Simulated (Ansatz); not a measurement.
Geometry relaxation of TiSe (part 2 of 2)

The same run, continued: TiSe (4 atoms in the cell); DFT PBEsol, scalar-relativistic, plane waves, PAW, no spin polarisation (Ansatz 0.2.0); cutoff 420 eV, 12×12×8 k-mesh, Gaussian smearing of 0.1 eV. The structure derives from an entry of the Crystallography Open Database. It belongs to a series of runs on one base structure; here: volume × 0.94, shape and atoms relaxed.

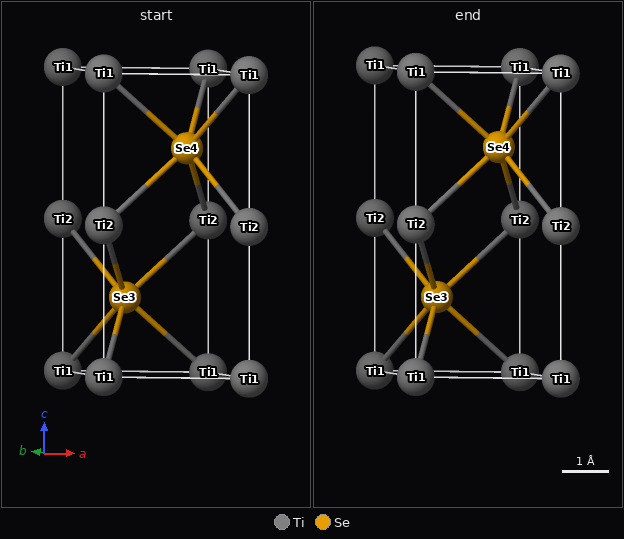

Fig. 1: Before (left) and after (right) the relaxation, at one scale (ball-and-stick view of the cell of the calculation, seen at an oblique angle). No atom moves by more than 0.005 Å relative to the cell. The drawn cell changes at constant volume: a = b 3.281 → 3.272 Å (−0.3 %), c 6.652 → 6.686 Å (+0.5 %). The space group stays P6_3/mmc (No. 194). Over 2 geometry steps the energy falls by 1.3 meV per cell of the calculation. All forces vanish by symmetry, so only the cell relaxes. Pressure: 8.93 GPa at the start and 8.72 GPa at the end. A last SCF at the same geometry on a re-selected plane-wave basis shifts the energy by next to nothing (0.0 meV per cell of the calculation). (Atoms are counted from 1 in the order of the input.)

```
basis re-selected at this cell: Δ(F+E_penalty+E_count) = -3.970e-7 eV, ΔP = -0.000 GPa vs the last step (what re-selecting the basis moved, of the pressure what is left beyond the Pulay correction that the steps carried, after the strain that the cell walked since its last selection, with what the two solves' SCF thresholds leave and, on support functions, any second-order correction that the steps lacked; it is no measure of the basis error at this ecutwfc). This SCF's stress stands 3.97e-3 GPa from its target on what of the cell is left free (relax.cell.stress_tol is 1.00e-1 GPa) and its largest allowed force component is 4.05e-17 eV/Å (relax.f_tol is 1.00e-2 eV/Å): within both
SCF converged after 7 iterations
Free energy (F): -15800.935762 eV
Harris-Foulkes:  -15800.935762 eV  (|F-HF|=0.00e0)
Internal energy: -15800.925006 eV  (E = F + TS)
E sigma→0 (E₀):  -15800.930384 eV
Entropy (-TS):   -0.010756 eV (-2.689 meV/atom)
Fermi energy:    16.131595 eV
--- Per-component energies (eV) ---
  E_band       = -821.743299
  E_kinetic    = 797.585152
  E_local      = -5356.389655  (includes V_loc(G=0)·N_el)
  E_nonlocal   = -1164.599028
  E_hartree    = 2629.375412
  E_xc         = -407.562393
  E_vxc        = -449.320000  (∫ρ·V_xc dr)
  E_paw        = -5782.575186  (= ΣΔE_a)
  E_vpaw       = 92.230410  (= ΣTr[D̂ρ^β])
  E_aug_tail   = -0.000997  (compensation charges beyond the density's cutoff)
  E_ewald      = -6519.053980
  E_core_change = 2.295669  (= ΣΔE_core)
  E_smearing   = -0.010756  (= −TS)
  E_closure    = -0.000000  (closes the sum)
  Σ components = -15800.935762   (vs F -15800.935762, Δ=0.00e0)
--- Forces (eV/Å), atoms counted from 1 ---
  atom   1  Ti     0.00000000     0.00000000     0.00000000
  atom   2  Ti    -0.00000000     0.00000000     0.00000000
  atom   3  Se    -0.00000000     0.00000000     0.00000000
  atom   4  Se     0.00000000    -0.00000000     0.00000000
  max |Σ_I F_I| component: 4.63e-18 eV/Å
--- Stress (GPa, compression-positive) ---
        8.721387       0.000000       0.000000
        0.000000       8.721387       0.000000
        0.000000       0.000000       8.727348
  P = ⅓ Tr σ = 8.7234 GPa (87.234 kbar)
--- Band table (eV; the first three rows and the last of 95) ---
  k-point 0: bands = ["-40.7851", "-40.7750", "-32.6737", "-32.6737", "-32.6736", "-32.6736", "-32.6675", "-32.6671", "-32.6595", "-32.6595", "-32.6592", "-32.6592", "-17.3889", "-17.2323", "-17.0945", "-17.0945", "-17.0816", "-17.0816", "-0.1454", "1.0968", "8.1156", "12.9420", "12.9420", "12.9496", "13.8010", "15.5964", "15.5964", "15.9334", "15.9334", "16.2149", "16.2149", "17.3584", "17.3584", "17.5116"]
  k-point 1: bands = ["-40.7848", "-40.7754", "-32.6737", "-32.6737", "-32.6736", "-32.6736", "-32.6675", "-32.6671", "-32.6595", "-32.6595", "-32.6592", "-32.6592", "-17.3831", "-17.2384", "-17.0940", "-17.0940", "-17.0821", "-17.0821", "-0.1066", "1.0370", "8.2468", "12.4330", "12.9900", "12.9900", "14.2363", "15.1391", "15.1391", "16.2428", "16.2428", "16.3790", "16.3790", "17.3724", "17.3793", "17.3793"]
  k-point 2: bands = ["-40.7837", "-40.7765", "-32.6737", "-32.6737", "-32.6736", "-32.6736", "-32.6675", "-32.6671", "-32.6594", "-32.6594", "-32.6593", "-32.6593", "-17.3663", "-17.2556", "-17.0926", "-17.0926", "-17.0835", "-17.0835", "0.0065", "0.8746", "8.6220", "11.6013", "13.1332", "13.1332", "14.5933", "14.5933", "14.8533", "16.3233", "16.3233", "16.7336", "16.7336", "17.0117", "17.6051", "17.6051"]
  k-point 94: bands = ["-40.7556", "-40.7556", "-32.6752", "-32.6752", "-32.6741", "-32.6741", "-32.6646", "-32.6646", "-32.6564", "-32.6564", "-32.6562", "-32.6562", "-17.2535", "-17.2535", "-17.2329", "-17.2329", "-17.2309", "-17.2309", "2.2107", "2.2107", "9.7214", "9.7214", "10.1837", "10.1837", "11.0948", "11.0948", "15.5436", "15.5436", "17.7441", "17.7441", "17.8283", "17.8283", "18.1264", "18.1264"]
--- Relaxed structure (3 steps of the walk, 3 accepted, 1 SCFs on fresh bases) ---
  F+E_penalty+E_count = -15800.93576156 eV   max|allowed force component| = 4.048e-17 eV/Å   (the final SCF, on the basis selected at the relaxed cell)
  cell:  # Å, volume = 61.9948 Å³
    - [3.2720159346099407, 2.879196187492412e-11, -1.398761178344037e-30]
    - [-1.636007967329905, 2.8336489209452953, -1.377379831325049e-19]
    - [1.5374588817879655e-33, -3.224723817345783e-19, 6.686425603646929]
  atoms:
    - { symbol: Ti, position: [1.7121791500173474e-34, -4.88666454985834e-35, -1.5080579124691647e-37] }
    - { symbol: Ti, position: [1.8055593228630336e-34, -4.81482486096809e-35, 0.49999999999999994] }
    - { symbol: Se, position: [0.3333333333333332, 0.6666666666666669, 0.24999999999999997] }
    - { symbol: Se, position: [0.6666666666666667, 0.33333333333333337, 0.7499999999999998] }
```

## Trajectory as extended XYZ (Å, eV, eV/Å), 4 frames, from step=1 to step=4
```
4
Lattice="3.2806 0.0000 0.0000 -1.6403 2.8411 0.0000 0.0000 0.0000 6.6515" Properties=species:S:1:pos:R:3:forces:R:3 step=1 energy=-15800.93450 pressure_GPa=8.93
Ti    0.0000    0.0000    0.0000    0.0000   0.0000   0.0000
Ti    0.0000    0.0000    3.3258    0.0000   0.0000   0.0000
Se    0.0000    1.8940    1.6629    0.0000   0.0000   0.0000
Se    1.6403    0.9470    4.9886    0.0000   0.0000   0.0000
4
Lattice="3.2669 0.0000 0.0000 -1.6334 2.8292 0.0000 0.0000 0.0000 6.7074" Properties=species:S:1:pos:R:3:forces:R:3 step=2 energy=-15800.93531 pressure_GPa=8.60
Ti    0.0000    0.0000    0.0000    0.0000   0.0000   0.0000
Ti    0.0000    0.0000    3.3537    0.0000   0.0000   0.0000
Se    0.0000    1.8861    1.6769    0.0000   0.0000   0.0000
Se    1.6334    0.9431    5.0306    0.0000   0.0000   0.0000
4
Lattice="3.2720 0.0000 0.0000 -1.6360 2.8336 0.0000 0.0000 0.0000 6.6864" Properties=species:S:1:pos:R:3:forces:R:3 step=3 energy=-15800.93576 pressure_GPa=8.72
Ti    0.0000    0.0000    0.0000    0.0000   0.0000   0.0000
Ti    0.0000    0.0000    3.3432    0.0000   0.0000   0.0000
Se    0.0000    1.8891    1.6716    0.0000   0.0000   0.0000
Se    1.6360    0.9446    5.0148    0.0000   0.0000   0.0000
4
Lattice="3.2720 0.0000 0.0000 -1.6360 2.8336 0.0000 0.0000 0.0000 6.6864" Properties=species:S:1:pos:R:3:forces:R:3 step=4 energy=-15800.93576 pressure_GPa=8.72
Ti    0.0000    0.0000    0.0000    0.0000   0.0000   0.0000
Ti    0.0000    0.0000    3.3432    0.0000   0.0000   0.0000
Se    0.0000    1.8891    1.6716    0.0000   0.0000   0.0000
Se    1.6360    0.9446    5.0148    0.0000   0.0000   0.0000
```

The run was set up as follows.

## Input file
```yaml
crystal:
  lattice:
    - [3.2805888143, 0.0, 0.0]
    - [-1.6402944072, 2.8410732525, 0.0]
    - [0.0, 0.0, 6.6515251464]
  atoms:
    - { symbol: Ti, position: [0.0, 0.0, 0.0] }
    - { symbol: Ti, position: [0.0, 0.0, 0.5] }
    - { symbol: Se, position: [0.3333333333, 0.6666666667, 0.25] }
    - { symbol: Se, position: [0.6666666667, 0.3333333333, 0.75] }
basis:
  ecutwfc: 420
kpoints:
  mp_grid: { grid: [12, 12, 8] }
hamiltonian:
  xc: pbesol
scf:
  occupations: { method: gaussian, width: 0.1 }
output:
  forces: true
  stress: true
  eigenvalues: true
relax:
  adjacent_minimum: "off"
  f_tol: 0.01
  max_steps: 30
  cell: { stress_tol: 0.1, fix: [volume] }
```

Launch command:
```bash
ansatz run input.yaml --threads 1 --pin off --max-ram 2560MiB --backend cpu --events-out ev --progress --plain --runs-dir out
```

## Summary

- outcome: converged
- space group (tolerance 0.01 Å): P6₃/mmc (194)
- electrons treated: 56
- free energy: −15800.9358 eV
- Fermi energy: 16.132 eV
- gap on the k-point mesh: none (metallic)
- pressure: 8.72 GPa
- final volume: 61.99 Å³
- largest force (length of the vector) at the end: under 0.001 eV/Å
- final cell: a = 3.272 Å, b = 3.272 Å, c = 6.686 Å, α = 90.00°, β = 90.00°, γ = 120.00°
- hardware: 1 thread of Arm Neoverse V1, 24 GiB of memory available, shared host
- wall time: 40 s
- peak memory: 0.45 GiB

## Remarks

The cell is under a pressure of 8.7 GPa at this level, so it is not at its equilibrium volume.
